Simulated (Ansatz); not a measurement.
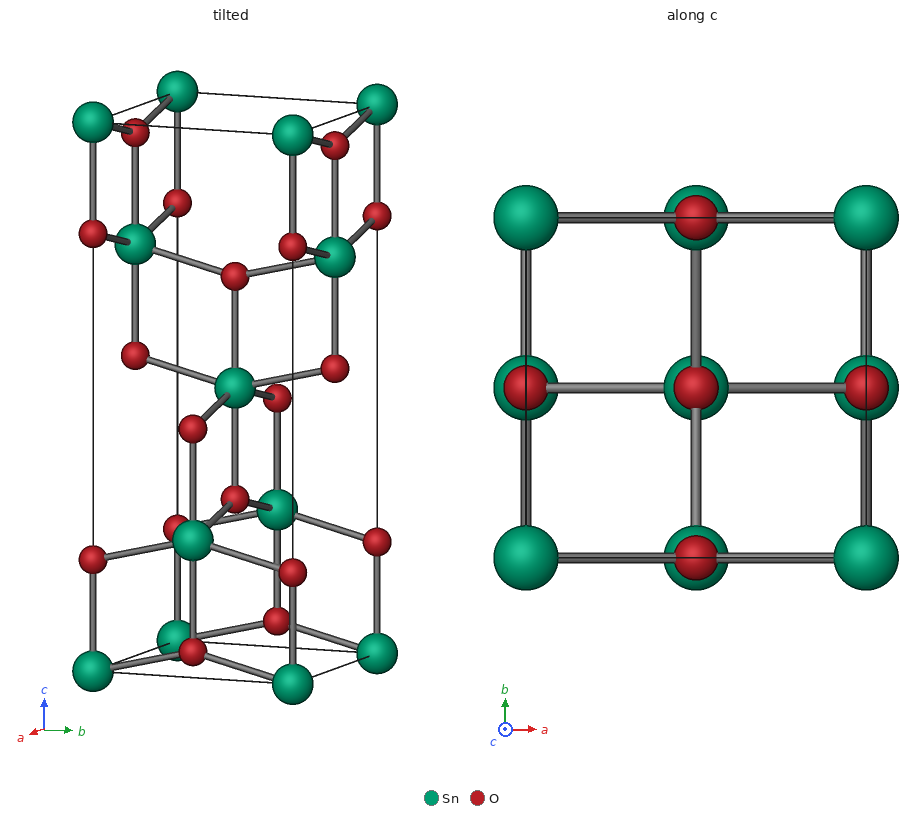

Drawn in the ball-and-stick manner and seen slightly off an axis and along the c axis. Atoms at the boundary of the conventional unit cell (the box) are drawn once for each face, edge or corner they touch. Cell: a = 3.97 Å, b = 3.97 Å, c = 10.18 Å, α = 90.00°, β = 90.00°, γ = 90.00°.

Starting structure: a structure listed in the Materials Project. Earlier steps of the study, as a rule a relaxation of our own, may have changed the cell and positions, so they can lie some per cent off the listed ones. It was the input of a calculation with Ansatz.

Q: What can be read from this drawing?

A: The stoichiometry is SnO2. The structure has I4_1/amd (No. 141) symmetry and a body-centred tetragonal lattice. Prototype: anatase. It has 12 atoms to the cell (4 Sn, 8 O). Each Sn has six O at about 2.0 Å. O is surrounded by three Sn at about 2.0 Å. The bonds build a three-dimensional framework.

The calculation used DFT LDA, scalar-relativistic, plane waves, PAW in Ansatz 0.2.0, with a 420 eV plane-wave basis, k-points about 0.22 Å⁻¹ apart, Gaussian smearing of 0.02 eV, no spin polarisation.

Q: Is it conducting or gapped at this level?

A: A semiconductor at this level, with a gap of 1.73 eV, indirect.

Q: Predict the Bader charges.

A: Sn +2.44 e; O -1.22 e.

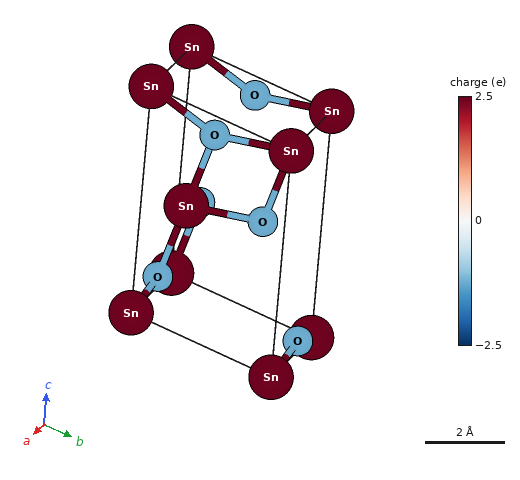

The atoms coloured by those charges. The run's cell of 6 atoms is drawn in a reduced setting, so axes and origin can differ from the first picture.

Q: Can this geometry be taken as optimised?

A: Yes. All forces vanish to within 0.01 eV/Å. The pressure is 0.0 GPa, close to zero.
